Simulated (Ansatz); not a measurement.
System: Sb.

The calculation's input:

```
crystal:
  lattice:
    - [-6.2209225139, 0.0, 0.0]
    - [0.0, 0.0, 6.2209225139]
    - [0.0, 6.2209225139, 0.0]
  atoms:
    - { symbol: Sb, position: [0.5, 0.0, 0.0] }
    - { symbol: Sb, position: [0.5, 0.5, 0.0] }
    - { symbol: Sb, position: [0.5, 0.0, 0.5] }
    - { symbol: Sb, position: [0.5, 0.5, 0.5] }
    - { symbol: Sb, position: [0.0, 0.0, 0.0] }
    - { symbol: Sb, position: [0.0, 0.5, 0.0] }
    - { symbol: Sb, position: [0.0, 0.0, 0.5] }
    - { symbol: Sb, position: [0.0, 0.5, 0.5] }
basis:
  ecutwfc: 420
kpoints:
  mp_grid: { grid: [6, 6, 6] }
hamiltonian:
  xc: pbe
scf:
  occupations: { method: gaussian, width: 0.1 }
output:
  forces: true
  stress: true
  eigenvalues: true
  write_density: true
  write_potential: true
  elf: true
  volumetric_format: npy
relax:
  adjacent_minimum: "off"
  f_tol: 0.015
  max_steps: 60
  cell: { stress_tol: 0.15 }
```

Command:

```sh
ansatz run input.yaml --threads 1 --pin off --max-ram 2560MiB --backend cpu --events-out ev --progress --plain --runs-dir out
```

The fields are those of the relaxed geometry.

Space group Pm-3m.

The calculation used Ansatz 0.2.0, DFT PBE, scalar-relativistic, plane waves, PAW.

What will maps of the valence pseudo-density and electron localisation function show?

Sb–Sb (3.11 Å): ρ at the midpoint is about 0.25 e/Å³; the ELF reaches about 0.55 near the midpoint.

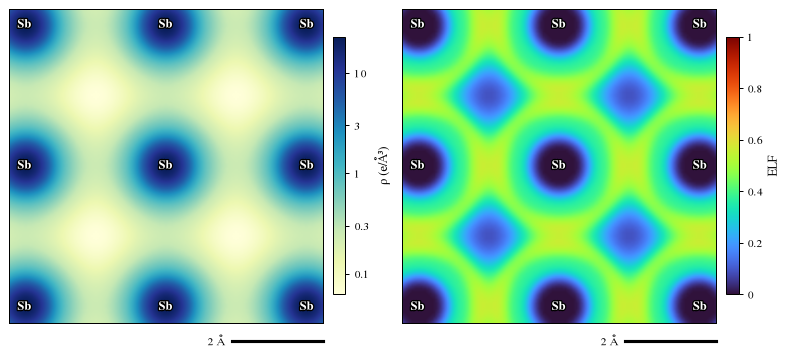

Computed valence pseudo-density and electron localisation function on the (100) plane of the calculation cell, in this order. 
